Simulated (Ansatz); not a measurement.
## Geometry relaxation of Sn$_{4}$O (part 1 of 2)

The run: geometry relaxation of Sn$_{4}$O (slab, 5 atoms in the cell). Method and program: DFT PBEsol, scalar-relativistic, plane waves, PAW, no spin polarisation (Ansatz 0.2.0).

The structure derives from an entry of the Crystallography Open Database. The input holds or restrains some coordinates. Forces given for the steps count only the free coordinates. It belongs to a series of runs on one base structure; here: O put at a bridge Sn-Sn site.

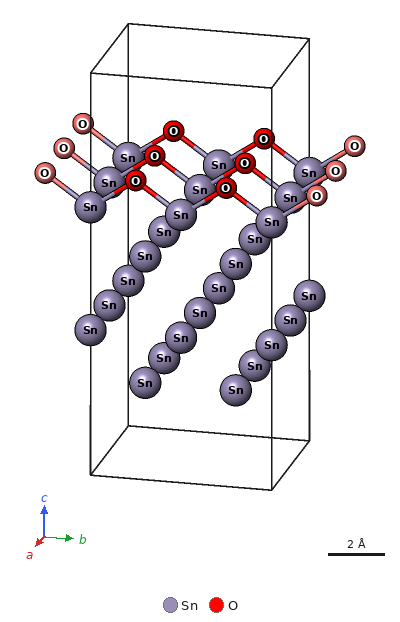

Figure 1. The input geometry (ball-and-stick view of the 2 × 2 repeat of the cell, with the vacuum cut short, seen slightly off an axis; neighbours outside the cell are drawn fainter). An atom can appear more than once, as a periodic image.

### The input
```yaml
crystal:
  lattice:
    - [3.4135078676, 0.0, 0.0]
    - [0.3483379192, 3.3956879504, 0.0]
    - [0.0, 0.0, 25.861735772]
  atoms:
    - { symbol: Sn, position: [0.5, 0.5, 0.3286709011] }
    - { symbol: Sn, position: [0.0, 0.0, 0.4171121904] }
    - { symbol: Sn, position: [0.5, 0.5, 0.5111548528] }
    - { symbol: Sn, position: [0.0, 0.0, 0.5944038012] }
    - { symbol: O, position: [0.0, 0.5, 0.6384843691] }
basis:
  ecutwfc: 420
kpoints:
  mp_grid: { grid: [9, 9, 1] }
hamiltonian:
  xc: pbesol
scf:
  occupations: { method: gaussian, width: 0.1 }
output:
  forces: true
  eigenvalues: true
  write_density: true
  write_potential: true
  elf: true
  volumetric_format: npy
relax:
  adjacent_minimum: "off"
  f_tol: 0.03
  max_steps: 70
  constraints: [{ sites: [0, 1] }]
efield:
  axis: 3
  dipole_correction: true
  ramp_width: 0.04
```

Hardware: 1 thread of Intel Xeon @ 2.50GHz (Skylake/Cascade Lake), 189 GiB of memory available, shared host.

Launch command:
```bash
ansatz run input.yaml --threads 1 --pin off --max-ram 2560MiB --backend cpu --events-out ev --progress --plain --runs-dir out
```

### Log
```
Engine: ansatz 0.2.0, x86_64-unknown-linux-gnu
Pseudopotentials: kind: paw
Pseudopotential: Sn, paw, valence charge 14, recommended cutoff 420 eV (normal), Sn.paw.azcp
Pseudopotential: O, paw, valence charge 6, recommended cutoff 420 eV (normal), O.paw.azcp
Functional definition: PBEsol
  exchange = pbesol_x
  correlation = pbesol_c
Crystal: 5 atoms, lattice volume = 299.769 Å³
Basis set: ecut = 420 eV, 5917 PW (Γ), exchange–correlation on 48×48×360 points (8 copies of the dense FFT grid, shifted against one another)
Bands: 38, of which v1, the nominal top of the filled ones, is band 31 counted from 1 (30 counted from 0)
Symmetry: 2 space group operations
Space group: P2 (ITA 3), of the structure as read, at distance tolerance 6.7e-5 Å
k-points: 41 of 81
Non-local potential: Sn, projectors of the file, l = 0: 2, l = 1: 2, l = 2: 2, l = 3: 2
Non-local potential: O, projectors of the file, l = 0: 2, l = 1: 2, l = 2: 1
PAW form: soft (Blöchl's): semilocal exchange-correlation on the pseudo side does not see the compensation charge
PAW frozen core: Sn, regenerated for the run's functional, and the local potential with it (the file was generated under x = pbe(κ = 0.804, μ = 0.2195149727645171), c = pbe(β = 0.06672455060314922))
PAW frozen core: O, regenerated for the run's functional, and the local potential with it (the file was generated under x = pbe(κ = 0.804, μ = 0.2195149727645171), c = pbe(β = 0.06672455060314922))
PAW one-centre angular grid: Sn, 590 points (default); XC on 64 Gauss nodes
PAW one-centre angular grid: O, 110 points (default); XC on 64 Gauss nodes
Initial density: superposition of atomic densities (neutral atoms: chi_scale 0, normalization atom), corrected by the library's trained network
Initial wavefunctions: pseudopotential atomic-orbital guess
Functional: x = pbesol(κ = 0.804, μ = 0.12345679012345678), c = pbesol(β = 0.046)
SCF iter   1: F=—  HF=-24358.231454 eV  |F-HF|=—  |Δ(HF+E_count)|=         —  Δρ=1.14e-2  dr2=1.50e0  ethr=1.77e-3  p=-0.184 e·Å  D=-1.11e-1 V/Å  ΔV_dip=2.87 eV  dr2_dipole=4.66e-1  V_vac-E_F(+/−)=6.93/4.05 eV  ⟨swp⟩=10.4  Hψ=8166  notcnv=0
efield: sawtooth ramp at fractional position 0.9636 (placed from the atoms, in the widest stretch of the axis that holds none; the zero of the levels goes with the place), width 0.0400; the density the first Hamiltonian is built on has a dipole p = -0.184 e·Å; the dipole correction subtracts the counter field D = -1.11e-1 V/Å, which shifts the + side's vacuum level by +2.87 eV against the − side's; the planar-averaged density in the ramp window peaks in size at 4.3e-6 e/Å³
preconditioner: auto → LDOS  [metal: Δε(μ)=0.013 eV  Ē_g=18.309 eV  σ=0.100 eV  W_gap=0.07  n_scr=52 (ndim 8)  ℏωp=16.9 eV  f_vac=0.570  D(μ)=2.44/eV (n_scr^D=8)  β→1.0]
SCF iter   2: F=—  HF=-24358.174209 eV  |F-HF|=—  |Δ(HF+E_count)|=   5.72e-2  Δρ=8.57e-3  dr2=3.84e-1  ethr=1.77e-3  p=-0.152 e·Å  D=-9.19e-2 V/Å  ΔV_dip=2.38 eV  dr2_dipole=8.78e-2  V_vac-E_F(+/−)=6.48/4.10 eV  ⟨swp⟩=2.0  Hψ=2328  notcnv=0  defer=74
SCF iter   3: F=—  HF=-24358.137852 eV  |F-HF|=—  |Δ(HF+E_count)|=   3.64e-2  Δρ=5.44e-4  dr2=8.83e-4  ethr=6.19e-4  p=-0.162 e·Å  D=-9.81e-2 V/Å  ΔV_dip=2.54 eV  dr2_dipole=3.25e-4  V_vac-E_F(+/−)=6.58/4.04 eV  ⟨swp⟩=2.0  Hψ=2028  notcnv=0  defer=72
SCF iter   4: F=—  HF=-24358.137857 eV  |F-HF|=—  |Δ(HF+E_count)|=   4.42e-6  Δρ=2.07e-4  dr2=2.21e-4  ethr=1.42e-6  p=-0.167 e·Å  D=-1.01e-1 V/Å  ΔV_dip=2.61 eV  dr2_dipole=4.91e-5  V_vac-E_F(+/−)=6.62/4.02 eV  ⟨swp⟩=3.0  Hψ=3364  notcnv=0  defer=67
SCF iter   5: F=—  HF=-24358.137862 eV  |F-HF|=—  |Δ(HF+E_count)|=   5.41e-6  Δρ=9.68e-5  dr2=3.68e-5  ethr=3.56e-7  p=-0.168 e·Å  D=-1.01e-1 V/Å  ΔV_dip=2.62 eV  dr2_dipole=5.65e-7  V_vac-E_F(+/−)=6.62/4.00 eV  ⟨swp⟩=2.0  Hψ=2769  notcnv=0  defer=67
SCF iter   6: F=-24358.137855 eV  HF=-24358.137858 eV  |F-HF|=3.07e-6  |Δ(HF+E_count)|=   4.20e-6  Δρ=2.15e-5  dr2=4.92e-6  ethr=3.63e-8  p=-0.168 e·Å  D=-1.02e-1 V/Å  ΔV_dip=2.63 eV  dr2_dipole=7.11e-7  V_vac-E_F(+/−)=6.63/4.00 eV  ⟨swp⟩=22.2  Hψ=18376  notcnv=0
SCF 1 converged in 6 iterations: F = -24358.137855 eV  dr2 = 4.92e-6
  greatest PAW one-centre occupation: 0.992 electrons in one spin orbital (limit 2), on the Sn atom at site 3 (counted from 0), in its partial waves of l = 2
relax step   1: F+E_penalty+E_count = -24358.13785495 eV  Δ(F+E_penalty+E_count) = +0.000e0 eV  max|allowed force component| = 8.514e-1 eV/Å  Δτ_max = 0.0000 Å  (6 SCF iters, dr2 threshold 2.25e-5 eV, accepted)
Initial density: handed on by an earlier stage of this run
Initial wavefunctions: those handed on with the density
iter 1 solved again at ethr=6.81e-5 eV; its pass at ethr=3.10e-3 eV (dr2=4.22e-2 eV) is discarded
SCF iter   1: F=—  HF=-24358.202989 eV  |F-HF|=—  |Δ(HF+E_count)|=         —  Δρ=4.01e-3  dr2=4.21e-2  ethr=6.81e-5  p=-0.168 e·Å  D=-1.02e-1 V/Å  ΔV_dip=2.63 eV  dr2_dipole=7.09e-3  V_vac-E_F(+/−)=6.57/3.94 eV  ⟨swp⟩=2.0  Hψ=6147  notcnv=0  defer=45
efield: sawtooth ramp at fractional position 0.9636 (handed on by an earlier solve), width 0.0400; the density the first Hamiltonian is built on has a dipole p = -0.168 e·Å; the dipole correction subtracts the counter field D = -1.02e-1 V/Å, which shifts the + side's vacuum level by +2.63 eV against the − side's; the planar-averaged density in the ramp window peaks in size at 1.2e-6 e/Å³
preconditioner: auto → LDOS  [metal: Δε(μ)=0.021 eV  Ē_g=18.393 eV  σ=0.100 eV  W_gap=0.12  n_scr=52 (ndim 8)  ℏωp=16.9 eV  f_vac=0.567  D(μ)=2.86/eV (n_scr^D=10)  β→1.0]
SCF iter   2: F=—  HF=-24358.197920 eV  |F-HF|=—  |Δ(HF+E_count)|=   5.07e-3  Δρ=1.16e-3  dr2=3.53e-3  ethr=6.79e-5  p=-0.161 e·Å  D=-9.73e-2 V/Å  ΔV_dip=2.52 eV  dr2_dipole=3.94e-4  V_vac-E_F(+/−)=6.45/3.93 eV  ⟨swp⟩=2.0  Hψ=2774  notcnv=0  defer=45
SCF iter   3: F=—  HF=-24358.197092 eV  |F-HF|=—  |Δ(HF+E_count)|=   8.28e-4  Δρ=4.76e-4  dr2=8.66e-4  ethr=5.69e-6  p=-0.159 e·Å  D=-9.62e-2 V/Å  ΔV_dip=2.49 eV  dr2_dipole=1.14e-4  V_vac-E_F(+/−)=6.42/3.93 eV  ⟨swp⟩=2.0  Hψ=2820  notcnv=0  defer=50
SCF iter   4: F=—  HF=-24358.196848 eV  |F-HF|=—  |Δ(HF+E_count)|=   2.44e-4  Δρ=9.56e-5  dr2=2.83e-5  ethr=1.40e-6  p=-0.160 e·Å  D=-9.65e-2 V/Å  ΔV_dip=2.50 eV  dr2_dipole=1.37e-7  V_vac-E_F(+/−)=6.42/3.93 eV  ⟨swp⟩=2.0  Hψ=2796  notcnv=0  defer=54
SCF iter   5: F=-24358.196842 eV  HF=-24358.196847 eV  |F-HF|=4.90e-6  |Δ(HF+E_count)|=   9.76e-7  Δρ=3.53e-5  dr2=5.95e-6  ethr=4.57e-8  p=-0.160 e·Å  D=-9.65e-2 V/Å  ΔV_dip=2.50 eV  dr2_dipole=3.11e-7  V_vac-E_F(+/−)=6.42/3.93 eV  ⟨swp⟩=21.3  Hψ=18088  notcnv=0
SCF 2 converged in 5 iterations: F = -24358.196842 eV  dr2 = 5.95e-6
  greatest PAW one-centre occupation: 0.993 electrons in one spin orbital (limit 2), on the Sn atom at site 3 (counted from 0), in its partial waves of l = 2
relax step   2: F+E_penalty+E_count = -24358.19684178 eV  Δ(F+E_penalty+E_count) = -5.899e-2 eV  max|allowed force component| = 8.708e-2 eV/Å  Δτ_max = 0.1122 Å  (5 SCF iters, dr2 threshold 4.53e-5 eV, accepted)
SCF iter   1: F=—  HF=-24358.198129 eV  |F-HF|=—  |Δ(HF+E_count)|=         —  Δρ=1.17e-3  dr2=2.45e-3  ethr=3.42e-5  p=-0.160 e·Å  D=-9.65e-2 V/Å  ΔV_dip=2.50 eV  dr2_dipole=6.50e-5  V_vac-E_F(+/−)=6.43/3.93 eV  ⟨swp⟩=3.0  Hψ=4079  notcnv=0  defer=62
efield: sawtooth ramp at fractional position 0.9636 (handed on by an earlier solve), width 0.0400; the density the first Hamiltonian is built on has a dipole p = -0.160 e·Å; the dipole correction subtracts the counter field D = -9.65e-2 V/Å, which shifts the + side's vacuum level by +2.50 eV against the − side's; the planar-averaged density in the ramp window peaks in size at 1.4e-6 e/Å³
preconditioner: auto → LDOS  [metal: Δε(μ)=0.034 eV  Ē_g=18.391 eV  σ=0.100 eV  W_gap=0.19  n_scr=52 (ndim 8)  ℏωp=16.9 eV  f_vac=0.570  D(μ)=2.88/eV (n_scr^D=10)  β→1.0]
SCF iter   2: F=—  HF=-24358.197607 eV  |F-HF|=—  |Δ(HF+E_count)|=   5.22e-4  Δρ=3.47e-4  dr2=4.22e-4  ethr=3.95e-6  p=-0.156 e·Å  D=-9.41e-2 V/Å  ΔV_dip=2.43 eV  dr2_dipole=1.32e-11  V_vac-E_F(+/−)=6.36/3.93 eV  ⟨swp⟩=2.0  Hψ=2353  notcnv=0  defer=62
SCF iter   3: F=—  HF=-24358.197509 eV  |F-HF|=—  |Δ(HF+E_count)|=   9.87e-5  Δρ=9.14e-5  dr2=3.48e-5  ethr=6.81e-7  p=-0.158 e·Å  D=-9.54e-2 V/Å  ΔV_dip=2.47 eV  dr2_dipole=3.29e-8  V_vac-E_F(+/−)=6.40/3.93 eV  ⟨swp⟩=2.3  Hψ=2802  notcnv=0  defer=62
SCF iter   4: F=—  HF=-24358.197489 eV  |F-HF|=—  |Δ(HF+E_count)|=   2.01e-5  Δρ=1.99e-5  dr2=1.96e-6  ethr=5.61e-8  p=-0.158 e·Å  D=-9.53e-2 V/Å  ΔV_dip=2.47 eV  dr2_dipole=1.28e-7  V_vac-E_F(+/−)=6.39/3.93 eV  ⟨swp⟩=2.7  Hψ=2860  notcnv=0  defer=62
SCF iter   5: F=—  HF=-24358.197489 eV  |F-HF|=—  |Δ(HF+E_count)|=   2.83e-8  Δρ=5.69e-6  dr2=1.49e-7  ethr=3.17e-9  p=-0.158 e·Å  D=-9.53e-2 V/Å  ΔV_dip=2.47 eV  dr2_dipole=1.20e-8  V_vac-E_F(+/−)=6.39/3.93 eV  ⟨swp⟩=2.0  Hψ=2779  notcnv=0  defer=62
iter 6 did not close the SCF: its close was put off until two iterations running show no level that it waits for move by more than its bar (scf_convergence_deferred on its scf_iter line)
SCF iter   6: F=-24358.197489 eV  HF=-24358.197489 eV  |F-HF|=3.14e-9  |Δ(HF+E_count)|=   1.05e-7  Δρ=2.90e-6  dr2=2.90e-8  ethr=1.61e-10  p=-0.158 e·Å  D=-9.53e-2 V/Å  ΔV_dip=2.47 eV  dr2_dipole=1.78e-9  V_vac-E_F(+/−)=6.39/3.93 eV  ⟨swp⟩=18.4  Hψ=13139  notcnv=0
iter 7 did not close the SCF: its close was put off until two iterations running show no level that it waits for move by more than its bar (scf_convergence_deferred on its scf_iter line)
SCF iter   7: F=-24358.197489 eV  HF=-24358.197489 eV  |F-HF|=5.15e-9  |Δ(HF+E_count)|=   1.12e-8  Δρ=4.82e-7  dr2=9.15e-10  ethr=4.68e-11  p=-0.158 e·Å  D=-9.53e-2 V/Å  ΔV_dip=2.47 eV  dr2_dipole=1.13e-10  V_vac-E_F(+/−)=6.39/3.93 eV  ⟨swp⟩=9.5  Hψ=10956  notcnv=0
SCF iter   8: F=-24358.197489 eV  HF=-24358.197489 eV  |F-HF|=2.55e-10  |Δ(HF+E_count)|=   5.51e-9  Δρ=1.45e-7  dr2=9.60e-11  ethr=1.48e-12  p=-0.158 e·Å  D=-9.53e-2 V/Å  ΔV_dip=2.47 eV  dr2_dipole=7.29e-14  V_vac-E_F(+/−)=6.39/3.93 eV  ⟨swp⟩=7.6  Hψ=9699  notcnv=0
SCF 3 converged in 8 iterations: F = -24358.197489 eV  dr2 = 9.60e-11
relax step   3: F+E_penalty+E_count = -24358.19748870 eV  Δ(F+E_penalty+E_count) = -6.469e-4 eV  max|allowed force component| = 3.962e-3 eV/Å  Δτ_max = 0.0260 Å  (8 SCF iters, accepted)
```

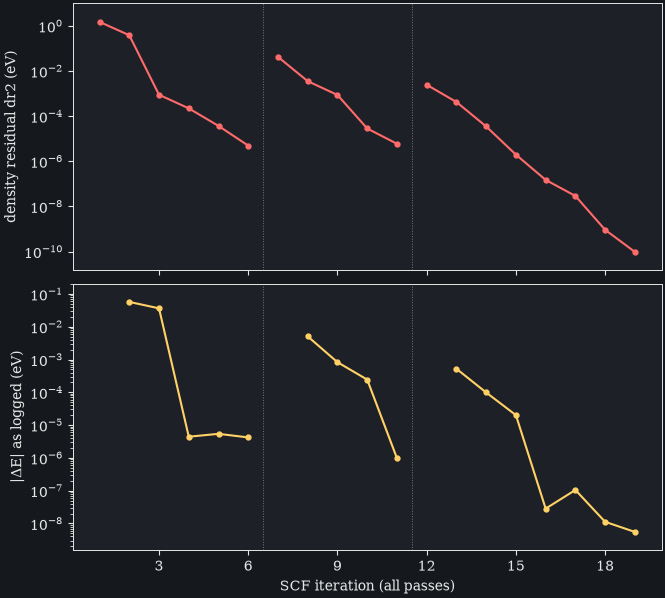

Figure 2. Convergence of the self-consistent field: density residual dr2 and size of the energy change against the SCF iteration. The dotted lines part the SCF passes of the relaxation: geometry steps, rejected trials and re-solves on a re-selected basis. The passes take 6, 5 and 8 iterations.

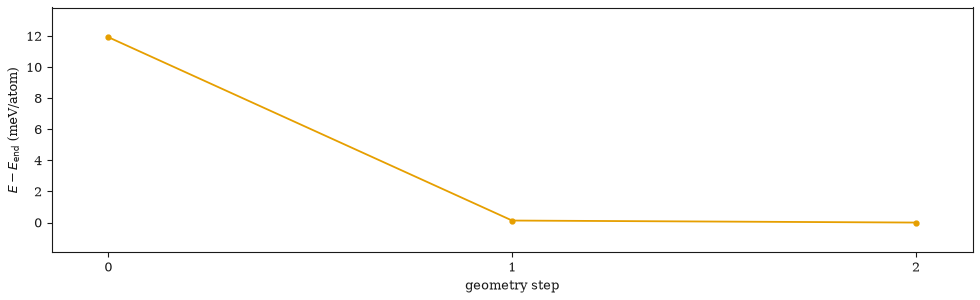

Figure 3. Progress of the restrained relaxation, step by step (the first geometry is step 0 here and step 1 in the log).

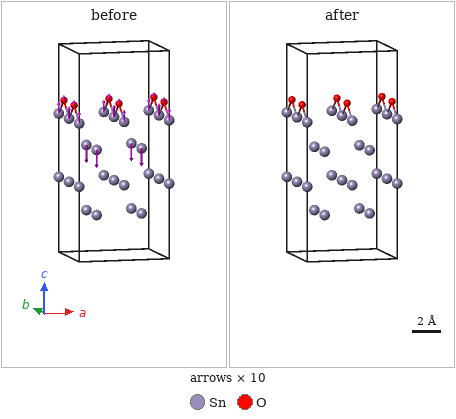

Figure 4. Before (left) and after (right) the restrained relaxation, at one scale (ball-and-stick view of the 2 × 2 repeat of the cell, with the vacuum cut short, seen slightly off an axis). The pink arrows give the displacements, magnified 10 times. The atom that moves furthest is Sn3 (0.13 Å). By element the largest moves are Sn 0.13 Å, O 0.04 Å. The cell doesn't change. Among the contacts that change: Sn4–O5 2.052 → 2.025 Å. Among the angles that change: O5–Sn4–O5 112.5° → 114.9°, Sn4–O5–Sn4 112.5° → 114.9°. After 2 geometry steps the energy has fallen by 11.9 meV per atom. Largest force component: 0.85 eV/Å at the start, 0.004 eV/Å at the end. (Atoms are counted from 1 in the order of the input.)
